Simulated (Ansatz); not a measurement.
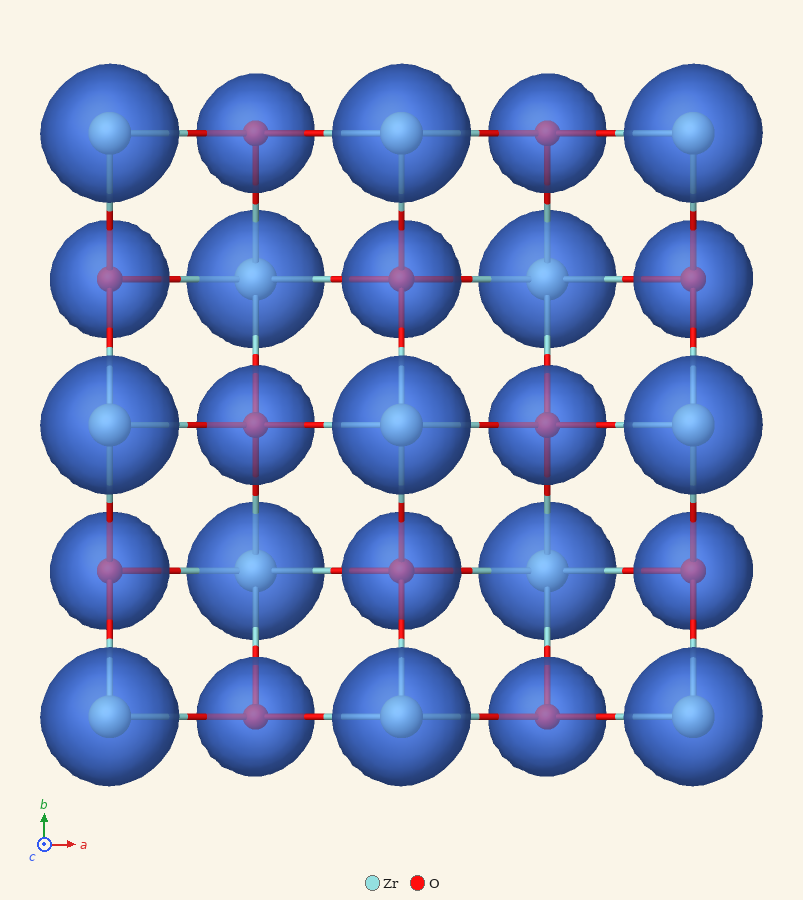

The picture shows: ZrO2. Isosurface of the valence pseudo-density at 1 e/Å³ (blue), seen along the c axis. Sticks mark near contacts.

Space group I4/mmm; started from the fluorite prototype, which need not be the ambient phase; changed on purpose from its base cell (epitaxial xy strain +3.0%); computed pressure about −11 GPa in this cell.

Computed with Ansatz 0.2.0, DFT, r2SCAN with spin-orbit coupling, plane waves, PAW.

In a PAW calculation such maps are meaningful between the atoms, not at the nuclei.

```xyz
6
Lattice="2.6211 -2.6211 0.0000 2.6211 2.6211 0.0000 0.0000 0.0000 5.0392" Properties=species:S:1:pos:R:3 pbc="T T T"
Zr    0.0000    0.0000    0.0000
Zr    2.6211    0.0000    2.5196
O     1.3105    1.3105    1.2598
O     1.3105   -1.3105    3.7794
O     1.3105   -1.3105    1.2598
O     1.3105    1.3105    3.7794
```

**What does this surface tell about the bonding?**

At this value the density breaks into separate islands; it holds about 65 % of the electrons treated as valence (semicore included). It bridges none of the near contacts. It is pinched off along the shortest Zr–O (2.24 Å) contacts. On the grid the lowest density along these lines, outside the cores, is 0.47 e/Å³ (Zr–O, 2.24 Å).

**Does the calculation give a band gap?**

It is gapped, with a Kohn–Sham gap of 3.3 eV on the k-point mesh (the band edges may lie off the mesh, which would make the gap smaller).
